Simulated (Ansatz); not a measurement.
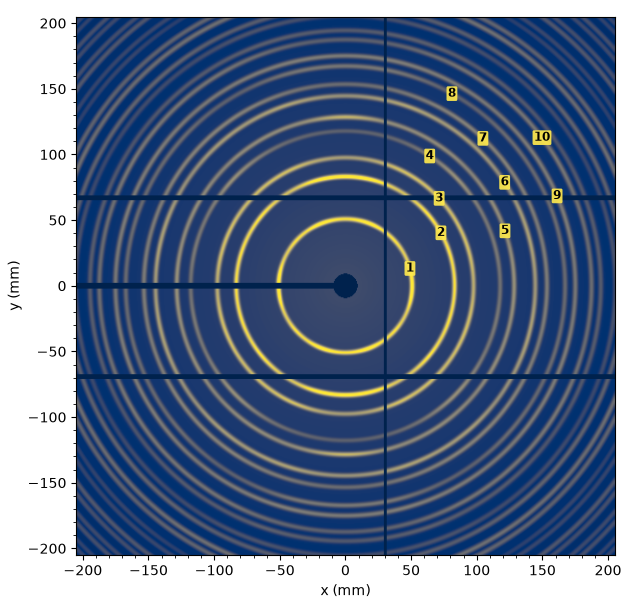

Simulated X-ray powder rings on a flat area detector normal to the beam: λ = 0.1665 Å, sample-to-detector distance 1140 mm, axes in mm from the beam centre, for a sample with fibre texture (March–Dollase model, fibre axis vertical in the picture). Kinematic intensities with B = 1.0 Å² for all atoms, without absorption; brightness goes as intensity to the power 0.4, clipped at the top. Reflections closer than the ring width show as one ring.

The sample is Hf, space group Fd-3m, a = 6.470 Å, b = 6.470 Å, c = 6.470 Å, α = 90.00°, β = 90.00°, γ = 90.00°. Structure used: coordinates from a relaxation with Ansatz, DFT, r2SCAN, plane waves (500 eV) with PAW, scalar-relativistic; the starting structure was generated, so it need not be a known form of this composition.

Give radius, d-spacing and indices of the numbered rings.

```csv
ring,radius,2θ (°),d (Å),hkl
1,50.9 mm,2.55,3.74,111
2,83.1 mm,4.17,2.29,220
3,97.6 mm,4.89,1.951,311
4,117.8 mm,5.90,1.617,400
5,128.5 mm,6.43,1.484,331
6,144.6 mm,7.23,1.321,422
7,153.5 mm,7.67,1.245,511/333
8,167.3 mm,8.35,1.144,440
9,175.1 mm,8.73,1.094,531
10,187.4 mm,9.34,1.023,620
```

Which lattice planes lie preferentially normal to the fibre axis?

The (3 3 1) planes: ring 5 is concentrated at the top and bottom of the pattern (March parameter 0.35).
